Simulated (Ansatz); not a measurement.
```
Cd F
1.0
     5.80914    0.00000    0.00000
     0.00000    3.52715    0.00000
     0.00000    0.00000    6.88893
Cd F
4 8
Cartesian
  4.3376 0.8818 0.7672
  1.4330 0.8818 2.6772
  1.4716 2.6454 6.1217
  4.3761 2.6454 4.2117
  3.7309 0.8818 2.9217
  0.8264 0.8818 0.5227
  2.0782 2.6454 3.9672
  4.9828 2.6454 6.3662
  3.0170 0.8818 5.7515
  0.1125 0.8818 4.5819
  2.7921 2.6454 1.1374
  5.6967 2.6454 2.3070
```

Space group Pnma; a structure from a database of computed crystals, not necessarily the ambient phase; started from the database structure prototype, which need not be the ambient phase.

Level of theory: DFT, r2SCAN+rVV10, plane waves, PAW in Ansatz 0.2.0.

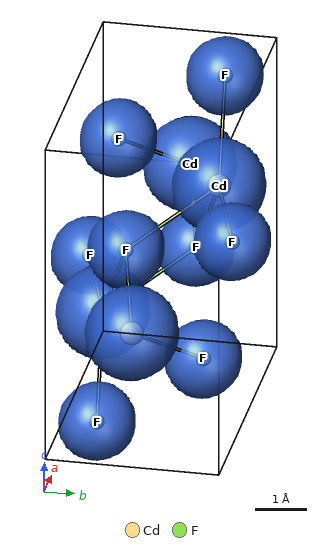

CdF2. Isosurface of the valence electron density at 0.8 e/Å³ (blue), seen at an oblique angle. Sticks mark near contacts.

In a PAW calculation such maps are meaningful between the atoms, not at the nuclei.

Question: Which contacts does the surface bridge?

Answer: At this value the density breaks into separate islands; it holds about 80 % of the electrons treated as valence (semicore included). It bridges none of the near contacts. It is pinched off along the sampled Cd–F (2.24 Å), Cd–F (2.31 Å) and Cd–F (2.37 Å) contacts. On the grid the lowest density along these lines, outside the cores, is 0.36 e/Å³ (Cd–F, 2.24 Å), 0.3 e/Å³ (Cd–F, 2.31 Å) and 0.27 e/Å³ (Cd–F, 2.37 Å).

Question: Does the calculation give a band gap?

Answer: It is gapped, with a Kohn–Sham gap of 3.8 eV on the k-point mesh, an upper bound to the gap of this method.
